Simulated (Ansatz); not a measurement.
## C8N: geometry relaxation (part 1 of 4)

C8N (slab, 9 atoms in the cell), computed with DFT PBEsol, scalar-relativistic, plane waves, PAW, spin-polarised (Ansatz 0.2.0).

The structure derives from an entry of the Crystallography Open Database. The input holds or restrains some coordinates. Forces given for the steps count only the free coordinates. It belongs to a series of runs on one base structure; here: N over the place (0/4, 0/4) of the surface cell, its height relaxed.

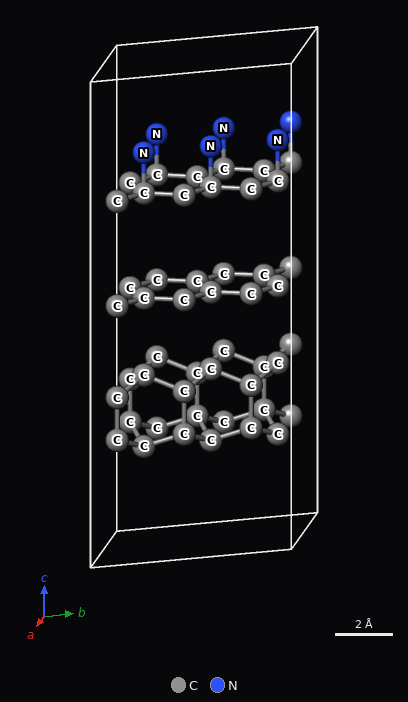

The input geometry (ball-and-stick view of the 2 × 3 repeat of the cell, with the vacuum cut short, seen slightly off an axis). An atom can appear more than once, as a periodic image. Near neighbours in the periodic cell (some may lie outside the picture): C has 3 C at 1.44 to 1.53 Å; C has 4 C at 1.53 to 1.56 Å; C has 3 C at 1.44 Å and 1 N at 1.48 Å; N has 1 C at 1.48 Å.

**Summary**

| quantity | value |
| --- | --- |
| outcome | converged under the restraints of the input |
| electrons treated | 37 |
| free energy | −2342.7252 eV |
| work function, top face | 6.34 eV |
| work function, bottom face | 5.16 eV |
| Fermi energy | 1.575 eV |
| gap on the k-point mesh | none (metallic) |
| net moment of the cell | −0.01 μB |
| integrated absolute moment | 1.35 μB |
| final volume | 139.32 Å³ |
| work function (upper face) | 6.34 eV |
| largest force (length of the vector) at the end, held atoms and coordinates included | 5.606 eV/Å |
| hardware | 2 threads of AMD EPYC (Zen 5), 32 GiB of memory available, shared host |
| wall time | 29 s (CPU time 57 s) |
| peak memory | 0.49 GiB |

**Notes**

Warnings of the run: the exchange-correlation potential is rough where the density is thin.

**The input**
```yaml
crystal:
  lattice:
    - [2.4988149563, 0.0, 0.0]
    - [-1.2494074781, 2.1640372315, 0.0]
    - [0.0, 0.0, 25.763868273]
  atoms:
    - { symbol: C, position: [0.3333333333, 0.6666666667, 0.3299194015] }
    - { symbol: C, position: [0.6666666667, 0.3333333333, 0.3502041956] }
    - { symbol: C, position: [0.6666666667, 0.3333333333, 0.4106688376] }
    - { symbol: C, position: [0.3333333333, 0.6666666667, 0.4309536318] }
    - { symbol: C, position: [0.3333333333, 0.6666666667, 0.5397810204] }
    - { symbol: C, position: [0.6666666667, 0.3333333333, 0.5403661502] }
    - { symbol: C, position: [0.6666666667, 0.3333333333, 0.6885463836] }
    - { symbol: C, position: [0.3333333333, 0.6666666667, 0.6885498352] }
    - { symbol: "N", position: [0.3333333333, 0.6666666667, 0.7459946251], spin: 3.0 }
basis:
  ecutwfc: 420
kpoints:
  mp_grid: { grid: [12, 12, 1] }
hamiltonian:
  xc: pbesol
scf:
  occupations: { method: gaussian, width: 0.05 }
output:
  forces: true
  eigenvalues: true
  populations: true
  write_density: true
  write_potential: true
  elf: true
  volumetric_format: npy
magnetization:
  spin_polarized: true
relax:
  adjacent_minimum: "off"
  f_tol: 0.02
  max_steps: 25
  constraints: [{ sites: [0, 1, 2, 3, 4, 5, 6, 7] }, { site: 8, fix: xy }]
efield:
  axis: 3
  dipole_correction: true
  ramp_width: 0.04
```

Launched with:
```bash
ansatz run input.yaml --threads 2 --pin off --max-ram 5120MiB --backend cpu --events-out ev --progress --plain --runs-dir out
```

**The program's output**
```
Engine: ansatz 0.2.0, x86_64-unknown-linux-gnu
Pseudopotentials: kind: paw
Pseudopotential: C, paw, valence charge 4, recommended cutoff 420 eV (normal), C.paw.azcp
Pseudopotential: N, paw, valence charge 5, recommended cutoff 420 eV (normal), N.paw.azcp
Functional definition: PBEsol
  exchange = pbesol_x
  correlation = pbesol_c
Crystal: 9 atoms, lattice volume = 139.319 Å³
Basis set: ecut = 420 eV, 2697 PW (Γ), exchange–correlation on 36×36×360 points (8 copies of the dense FFT grid, shifted against one another)
Bands: 29, of which v1, the nominal top of the filled ones, is band 19 counted from 1 (18 counted from 0)
Symmetry: 6 space group operations
k-points: 19 of 144 (time reversal used)
Non-local potential: C, projectors of the file, l = 0: 2, l = 1: 2, l = 2: 1
Non-local potential: N, projectors of the file, l = 0: 2, l = 1: 2, l = 2: 1
PAW form: soft (Blöchl's): semilocal exchange-correlation on the pseudo side does not see the compensation charge
PAW frozen core: C, regenerated for the run's functional, and the local potential with it (the file was generated under x = pbe(κ = 0.804, μ = 0.2195149727645171), c = pbe(β = 0.06672455060314922))
PAW frozen core: N, regenerated for the run's functional, and the local potential with it (the file was generated under x = pbe(κ = 0.804, μ = 0.2195149727645171), c = pbe(β = 0.06672455060314922))
PAW one-centre angular grid: C, 110 points (default); XC on 64 Gauss nodes
PAW one-centre angular grid: N, 110 points (default); XC on 64 Gauss nodes
Starting moments: Σ|m| = 3 μB on 1 of 9 sites
Initial wavefunctions: pseudopotential atomic-orbital guess
Functional: x = pbesol(κ = 0.804, μ = 0.12345679012345678), c = pbesol(β = 0.046)
```
